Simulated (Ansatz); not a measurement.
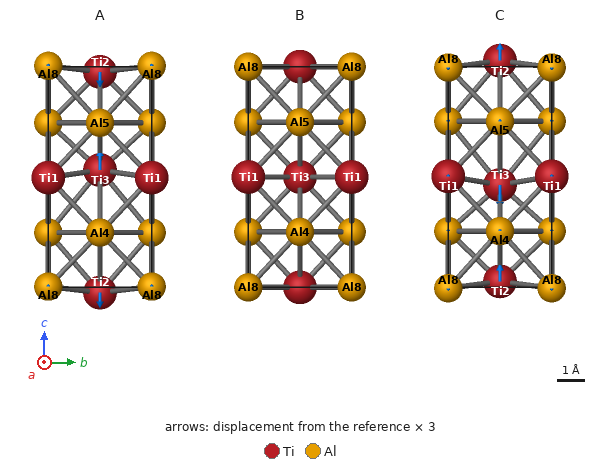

Crystalline Ti₃Al₅ (P4/mmm): a normal mode at the zone centre is frozen in with the cell fixed, the amplitude being the largest displacement of an atom. Style: ball-and-stick. Shown: the cell of the calculation, along the a axis. Blue arrows: displacements from the reference.

Level of theory: DFT r2SCAN, scalar-relativistic, plane waves, PAW (Ansatz). Set-up: plane-wave cutoff 500 eV; k-point mesh 10 × 10 × 6; occupations gaussian; smearing width 0.15 eV; no spin polarisation. Energies (free energies at the smearing named) are counted from the relaxed crystal.

> Order these geometries by energy, lowest first.

Lowest first: B (the amplitude 0.00 Å, 0 meV/cell), A (the amplitude 0.2625 Å, 259 meV/cell), C (the amplitude −0.30 Å, 365 meV/cell). Over the whole scan: the harmonic wavenumber of the mode is 130 cm⁻¹, a stable vibration. The lowest computed point lies at the amplitude 0.00 Å (0 meV/cell). At the ends of the scan the energy is 365 meV/cell (−0.30 Å) and 365 meV/cell (0.30 Å). The well is symmetric. At the highest point the shortest interatomic distance is 2.61 Å, against 2.76 Å in the reference. The distortion takes the space group from P4/mmm to P4mm.
